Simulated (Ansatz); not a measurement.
## What a change does: geometry relaxation on SiC

System: SiC (P6₃mc, 12 atoms in the cell).
Method of run 1: DFT, PBE, plane waves, PAW, no spin polarisation (Ansatz 0.2.0).

The structure derives from a Materials Project entry. Text and figures count atoms from 1; the logs count them from 0 in places.

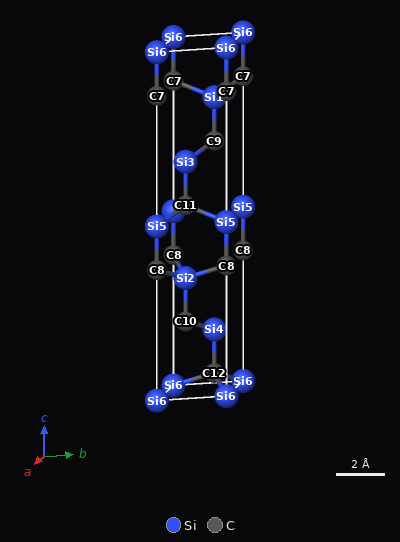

Fig. 1: The input geometry (ball-and-stick view of the cell of the calculation, seen slightly off an axis; atoms are numbered from 1 in the order of the input).

**The input, run 1**
```yaml
crystal:
  lattice:
    - [3.07662101, 0.0, 0.0]
    - [-1.53831051, 2.66443195, 0.0]
    - [0.0, 0.0, 15.09808432]
  atoms:
    - { symbol: Si, position: [0.33333333, 0.66666667, 0.83298615] }
    - { symbol: Si, position: [0.66666667, 0.33333333, 0.33298615] }
    - { symbol: Si, position: [0.66666667, 0.33333333, 0.6665006] }
    - { symbol: Si, position: [0.33333333, 0.66666667, 0.1665006] }
    - { symbol: Si, position: [0.0, 0.0, 0.49972942] }
    - { symbol: Si, position: [0.0, 0.0, 0.99972942] }
    - { symbol: C, position: [0.0, 0.0, 0.87436641] }
    - { symbol: C, position: [0.0, 0.0, 0.37436641] }
    - { symbol: C, position: [0.33333333, 0.66666667, 0.70799678] }
    - { symbol: C, position: [0.66666667, 0.33333333, 0.20799678] }
    - { symbol: C, position: [0.66666667, 0.33333333, 0.54152164] }
    - { symbol: C, position: [0.33333333, 0.66666667, 0.04152164] }
basis:
  ecutwfc: 420
kpoints:
  mp_grid: { grid: [12, 12, 2], shift: [0.5, 0.5, 0.5] }
hamiltonian:
  xc: pbe
scf:
  occupations: { method: gaussian, width: 0.02 }
  eigensolver: { kind: davidson }
output:
  forces: true
  eigenvalues: true
  stress: true
relax:
  adjacent_minimum: "off"
  f_tol: 0.005
  max_steps: 80
  cell: { stress_tol: 0.05 }
```

Command:
```bash
ansatz run input.yaml --threads 4 --pin off --max-ram 8192MiB --backend cpu --events-out ev --progress --plain --runs-dir out
```

Hardware: 4 threads of Intel Xeon @ 2.70GHz, 189 GiB of memory available, shared host.

**Output, shortened to warnings, some set-up lines, iterations and results (run 1)**
```
Warning: crystal.symmetry: narrowed to the stabiliser of the k-point mesh — unitary ops 12 → 4; excluded 8 operations that carry a point of the 12×12×2 mesh (shift [0.5, 0.5, 0.5]) off the mesh (the run samples exactly the mesh kpoints.mp_grid names, as under crystal.symmetry.detect: false, and its converged state has the mesh's symmetry, not the crystal's; ε∞, the Born charges and the force …
Basis set: ecut = 420 eV, 2415 PW (Γ), exchange–correlation on 48×48×216 points (8 copies of the dense FFT grid, shifted against one another)
Symmetry: 4 space group operations
k-points: 42 of 288 (time reversal used)
Initial density: superposition of atomic densities (neutral atoms: chi_scale 0, normalization atom), corrected by the library's trained network
[...]
SCF iter   1: F=—  HF=-5322.943435 eV  |F-HF|=—  |Δ(HF+E_count)|=         —  Δρ=2.52e-3  dr2=8.07e-3  ethr=1.77e-3  ⟨swp⟩=11.4  Hψ=8593  notcnv=0
SCF iter   2: F=—  HF=-5322.942660 eV  |F-HF|=—  |Δ(HF+E_count)|=   7.75e-4  Δρ=7.76e-4  dr2=3.86e-4  ethr=8.05e-7  ⟨swp⟩=2.3  Hψ=7190  notcnv=0  defer=2
SCF iter   3: F=—  HF=-5322.942963 eV  |F-HF|=—  |Δ(HF+E_count)|=   3.02e-4  Δρ=2.68e-4  dr2=3.64e-5  ethr=8.03e-7  ⟨swp⟩=2.1  Hψ=2534  notcnv=0  defer=1
SCF iter   4: F=—  HF=-5322.943014 eV  |F-HF|=—  |Δ(HF+E_count)|=   5.14e-5  Δρ=5.61e-5  dr2=4.80e-6  ethr=7.59e-8  ⟨swp⟩=3.6  Hψ=3561  notcnv=0  defer=1
SCF iter   5: F=—  HF=-5322.943013 eV  |F-HF|=—  |Δ(HF+E_count)|=   7.69e-7  Δρ=1.71e-5  dr2=4.37e-7  ethr=1.00e-8  ⟨swp⟩=3.0  Hψ=2912  notcnv=0  defer=1
[... 54 lines ...]
SCF iter   4: F=—  HF=-5322.969755 eV  |F-HF|=—  |Δ(HF+E_count)|=  6.09e-11  Δρ=6.04e-7  dr2=2.01e-10  ethr=3.80e-12  ⟨swp⟩=2.1  Hψ=2523  notcnv=0
SCF iter   5: F=-5322.969755 eV  HF=-5322.969755 eV  |F-HF|=1.27e-11  |Δ(HF+E_count)|=  3.18e-11  Δρ=2.82e-7  dr2=5.26e-11  ethr=1.00e-12  ⟨swp⟩=2.0  Hψ=2520  notcnv=0
SCF iter   6: F=-5322.969755 eV  HF=-5322.969755 eV  |F-HF|=3.64e-12  |Δ(HF+E_count)|=  1.82e-12  Δρ=1.80e-7  dr2=1.97e-11  ethr=1.00e-12  ⟨swp⟩=2.0  Hψ=2520  notcnv=0
SCF 8 converged in 6 iterations: F = -5322.969755 eV  dr2 = 1.97e-11
relax step   8: F+E_penalty+E_count = -5322.96975466 eV  Δ(F+E_penalty+E_count) = -5.034e-5 eV  max|allowed force component| = 8.089e-5 eV/Å  Δτ_max = 0.0000 Å  P = +0.001 …
basis re-selected at this cell: Δ(F+E_penalty+E_count) = -5.034e-5 eV, ΔP = +0.000 GPa vs the last step (what re-selecting the basis moved, of the pressure what is left beyond the Pulay correction that the steps carried, after the strain that the cell walked since its last selection, with what the …
SCF converged after 6 iterations
Free energy (F): -5322.969755 eV
Harris-Foulkes:  -5322.969755 eV  (|F-HF|=3.64e-12)
Internal energy: -5322.969755 eV  (E = F + TS)
E sigma→0 (E₀):  -5322.969755 eV
Fermi energy:    10.360381 eV
--- Per-component energies (eV) ---
  E_band       = 165.140818
  E_kinetic    = 809.591085
  E_local      = -633.369483  (includes V_loc(G=0)·N_el)
  E_nonlocal   = 309.950636
  E_hartree    = 194.020817
  E_xc         = -631.496606
  E_vxc        = -654.241880  (∫ρ·V_xc dr)
  E_paw        = -3672.108056  (= ΣΔE_a)
  E_vpaw       = -54.831257  (= ΣTr[D̂ρ^β])
  E_aug_tail   = 0.000071  (compensation charges beyond the density's cutoff)
  E_ewald      = -1699.558217
  E_smearing   = -0.000000  (= −TS)
  E_closure    = 0.000000  (closes the sum)
  Σ components = -5322.969755   (vs F -5322.969755, Δ=0.00e0)
--- Forces (eV/Å), atoms counted from 1 ---
  atom   1  Si    -0.00000754     0.00000435     0.00007677
  atom   2  Si     0.00000754    -0.00000435     0.00007677
  atom   3  Si    -0.00000677     0.00000391     0.00007796
  atom   4  Si     0.00000677    -0.00000391     0.00007796
  atom   5  Si    -0.00000673     0.00000389     0.00008113
  atom   6  Si     0.00000673    -0.00000389     0.00008113
  atom   7  C      0.00000889    -0.00000513    -0.00007662
  atom   8  C     -0.00000889     0.00000513    -0.00007662
  atom   9  C      0.00000672    -0.00000388    -0.00007930
  atom  10  C     -0.00000672     0.00000388    -0.00007930
  atom  11  C      0.00000613    -0.00000354    -0.00007850
  atom  12  C     -0.00000613     0.00000354    -0.00007850
  max |Σ_I F_I| component: 2.86e-6 eV/Å
--- Stress (GPa, compression-positive) ---
        0.000812       0.000006       0.000000
        0.000006       0.000818       0.000000
        0.000000       0.000000       0.001528
  P = ⅓ Tr σ = 0.0011 GPa (0.011 kbar)
--- Relaxed structure (6 steps of the walk, 6 accepted, 2 SCFs on fresh bases) ---
[...]
```

The input of run 2 differs as follows (lines with − go, lines with + come):
```diff
-  mp_grid: { grid: [12, 12, 2], shift: [0.5, 0.5, 0.5] }
+  mp_grid: { grid: [12, 12, 2] }
-  eigensolver: { kind: davidson }
```

What does this change do to the results?

The free energy of run 2 is 0.01 meV per atom higher, which measures how much it depends on this numerical setting. The gap on the mesh goes from 2.11 to 2.03 eV. The number of SCF iterations is the same. The irreducible k-points go from 42 to 38. On the same kind of shared host run 2 took about 0.64 times as long.

**Output, shortened to warnings, some set-up lines, iterations and results (run 2)**
```
Basis set: ecut = 420 eV, 2415 PW (Γ), exchange–correlation on 48×48×216 points (8 copies of the dense FFT grid, shifted against one another)
Symmetry: 12 space group operations
k-points: 38 of 288
Initial density: superposition of atomic densities (neutral atoms: chi_scale 0, normalization atom), corrected by the library's trained network
[...]
SCF iter   1: F=—  HF=-5322.942908 eV  |F-HF|=—  |Δ(HF+E_count)|=         —  Δρ=2.63e-3  dr2=8.96e-3  ethr=1.77e-3  ⟨swp⟩=6.9  Hψ=7075  notcnv=0  defer=17
SCF iter   2: F=—  HF=-5322.942533 eV  |F-HF|=—  |Δ(HF+E_count)|=   3.75e-4  Δρ=7.30e-4  dr2=3.01e-4  ethr=1.87e-5  ⟨swp⟩=2.2  Hψ=2633  notcnv=0  defer=261
SCF iter   3: F=—  HF=-5322.942844 eV  |F-HF|=—  |Δ(HF+E_count)|=   3.11e-4  Δρ=2.90e-4  dr2=4.19e-5  ethr=6.26e-7  ⟨swp⟩=2.6  Hψ=2097  notcnv=0  defer=261
SCF iter   4: F=—  HF=-5322.942907 eV  |F-HF|=—  |Δ(HF+E_count)|=   6.23e-5  Δρ=3.96e-5  dr2=4.75e-6  ethr=8.73e-8  ⟨swp⟩=2.0  Hψ=1997  notcnv=0  defer=261
SCF iter   5: F=—  HF=-5322.942907 eV  |F-HF|=—  |Δ(HF+E_count)|=   6.71e-8  Δρ=1.40e-5  dr2=1.61e-7  ethr=9.90e-9  ⟨swp⟩=2.1  Hψ=1748  notcnv=0  defer=261
[... 54 lines ...]
SCF iter   4: F=—  HF=-5322.969586 eV  |F-HF|=—  |Δ(HF+E_count)|=  6.64e-11  Δρ=5.23e-7  dr2=1.49e-10  ethr=3.18e-12  ⟨swp⟩=2.0  Hψ=2134  notcnv=0
SCF iter   5: F=-5322.969586 eV  HF=-5322.969586 eV  |F-HF|=9.09e-13  |Δ(HF+E_count)|=  2.09e-11  Δρ=1.32e-7  dr2=9.26e-12  ethr=1.00e-12  ⟨swp⟩=1.0  Hψ=1368  notcnv=0
SCF iter   6: F=-5322.969586 eV  HF=-5322.969586 eV  |F-HF|=3.64e-12  |Δ(HF+E_count)|=  2.73e-12  Δρ=6.56e-8  dr2=2.78e-12  ethr=1.00e-12  ⟨swp⟩=2.5  Hψ=3971  notcnv=0
SCF 8 converged in 6 iterations: F = -5322.969586 eV  dr2 = 2.78e-12
relax step   8: F+E_penalty+E_count = -5322.96958580 eV  Δ(F+E_penalty+E_count) = -6.399e-5 eV  max|allowed force component| = 7.095e-5 eV/Å  Δτ_max = 0.0000 Å  P = +0.001 …
basis re-selected at this cell: Δ(F+E_penalty+E_count) = -6.399e-5 eV, ΔP = +0.000 GPa vs the last step (what re-selecting the basis moved, of the pressure what is left beyond the Pulay correction that the steps carried, after the strain that the cell walked since its last selection, with what the …
SCF converged after 6 iterations
Free energy (F): -5322.969586 eV
Harris-Foulkes:  -5322.969586 eV  (|F-HF|=3.64e-12)
Internal energy: -5322.969586 eV  (E = F + TS)
E sigma→0 (E₀):  -5322.969586 eV
Fermi energy:    10.356643 eV
--- Per-component energies (eV) ---
  E_band       = 165.141917
  E_kinetic    = 809.593039
  E_local      = -633.370429  (includes V_loc(G=0)·N_el)
  E_nonlocal   = 309.949392
  E_hartree    = 194.021660
  E_xc         = -631.496959
  E_vxc        = -654.242355  (∫ρ·V_xc dr)
  E_paw        = -3672.107932  (= ΣΔE_a)
  E_vpaw       = -54.831129  (= ΣTr[D̂ρ^β])
  E_aug_tail   = 0.000071  (compensation charges beyond the density's cutoff)
  E_ewald      = -1699.558428
  E_smearing   = -0.000000  (= −TS)
  E_closure    = 0.000000  (closes the sum)
  Σ components = -5322.969586   (vs F -5322.969586, Δ=0.00e0)
--- Forces (eV/Å), atoms counted from 1 ---
  atom   1  Si    -0.00000000     0.00000000     0.00006682
  atom   2  Si    -0.00000000    -0.00000000     0.00006682
  atom   3  Si    -0.00000000     0.00000000     0.00006323
  atom   4  Si     0.00000000    -0.00000000     0.00006323
  atom   5  Si     0.00000000     0.00000000     0.00006119
  atom   6  Si    -0.00000000    -0.00000000     0.00006119
  atom   7  C      0.00000000    -0.00000000    -0.00005837
  atom   8  C     -0.00000000     0.00000000    -0.00005837
  atom   9  C      0.00000000    -0.00000000    -0.00007104
  atom  10  C     -0.00000000     0.00000000    -0.00007104
  atom  11  C      0.00000000    -0.00000000    -0.00006237
  atom  12  C     -0.00000000     0.00000000    -0.00006237
  max |Σ_I F_I| component: 1.10e-6 eV/Å
--- Stress (GPa, compression-positive) ---
        0.000666       0.000000      -0.000000
        0.000000       0.000666       0.000000
       -0.000000       0.000000       0.001555
  P = ⅓ Tr σ = 0.0010 GPa (0.010 kbar)
--- Relaxed structure (6 steps of the walk, 6 accepted, 2 SCFs on fresh bases) ---
[...]
```

**The two runs side by side**

| quantity | run 1 | run 2 |
| --- | --- | --- |
| outcome | converged | converged |
| free energy per atom (eV) | −443.5808 | −443.5808 |
| gap on the mesh (eV) | 2.11 | 2.03 |
| pressure (GPa) | 0.00 | 0.00 |
| largest force (eV/Å) | 0.000 | 0.000 |
| SCF iterations | 48 | 48 |
| irreducible k-points | 42 | 38 |
| wall time (shared host) | 72 s | 46 s |

For run 1: Warnings: the k-point mesh lowers the symmetry that the run can use.
